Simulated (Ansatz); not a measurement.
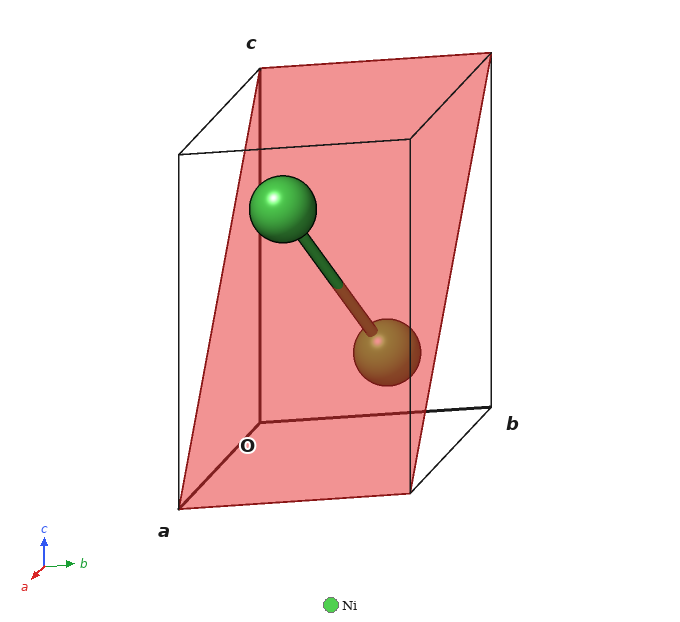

Every member of one family of equally spaced planes, hx + ky + lz = a whole number, that cuts the unit cell is shaded (one member passes through the origin O, touching the cell only at an edge or corner). Crystal: Ni, coordinates from a relaxation with DFT PBE+D3(BJ), scalar-relativistic, plane waves, PAW in Ansatz 0.2.0. Symmetry computed with spglib at a tolerance of 0.002 Å; standard conventional cell.

a = 2.457 Å, b = 2.457 Å, c = 4.036 Å, α = 90.00°, β = 90.00°, γ = 120.00°.

Index the planes.

(1 0 1), in four indices (1 0 −1 1); the opposite sign names the same planes. The member next to the origin meets the axes a at 1, b never, c at 1.

What is the spacing?

d = 1.882 Å.

Which atoms of the cell lie in these planes (within 0.03 Å)?

No atom.
